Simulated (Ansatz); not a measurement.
Start from this file.

```yaml
crystal:
  lattice:
    - [4.00314, 0.00000, 0.00000]
    - [-2.00157, 3.46682, 0.00000]
    - [0.00000, 0.00000, 4.85946]
  atoms:
    - { symbol: Al, position: [0.00000, 0.00000, 0.00000] }
    - { symbol: Al, position: [0.66667, 0.33333, 0.64778] }
    - { symbol: Al, position: [0.33333, 0.66667, 0.35222] }
    - { symbol: Ni, position: [0.66667, 0.33333, 0.14557] }
    - { symbol: Ni, position: [0.33333, 0.66667, 0.85443] }
```

Q: Work out the structure from the coordinates.

A: The material is Al$_{3}$Ni$_{2}$. The symmetry is that of P-3m1 (No. 164), on a primitive hexagonal lattice. Counting shared atoms by their share gives 3 Al, 2 Ni, or 5 atoms. Coordination numbers (contacts within bonding distance): Al 6 to 8 (mean 7.3) and Ni 11.

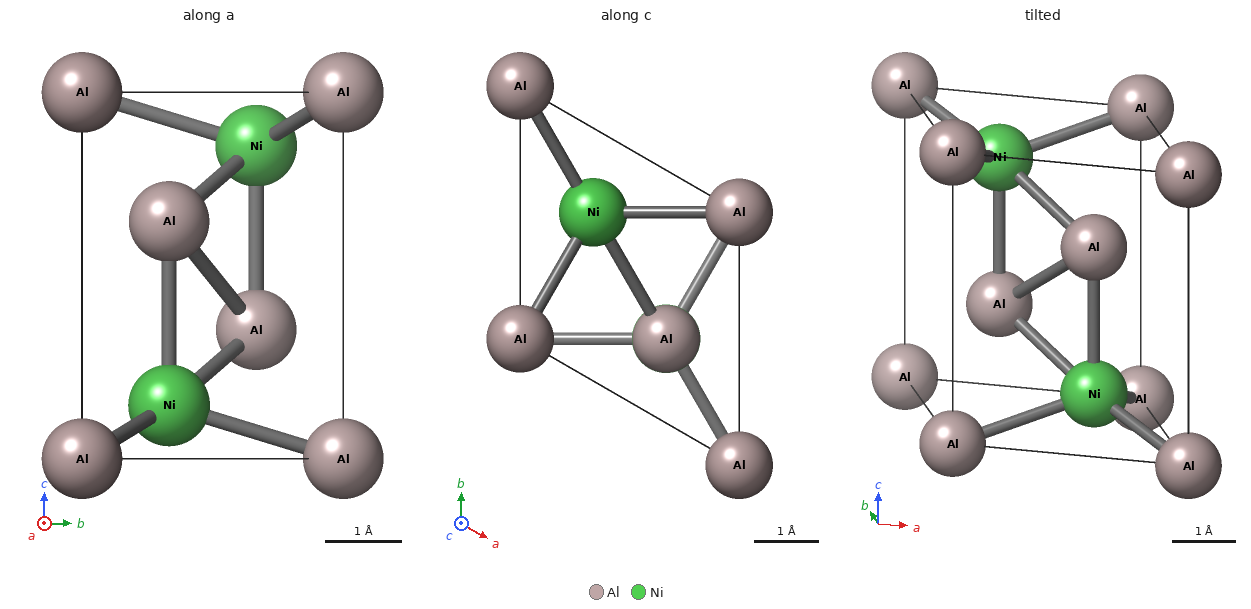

Ball-and-stick representation of a periodic structure, projected along the a axis, along the c axis and slightly off an axis. One conventional unit cell is framed, with atoms on its boundary repeated.

Provenance: a structure listed in the Materials Project. Earlier steps of the study, as a rule a relaxation of our own, may have changed the cell and positions, so they can lie some per cent off the listed ones. It was run through Ansatz as a DFT input.
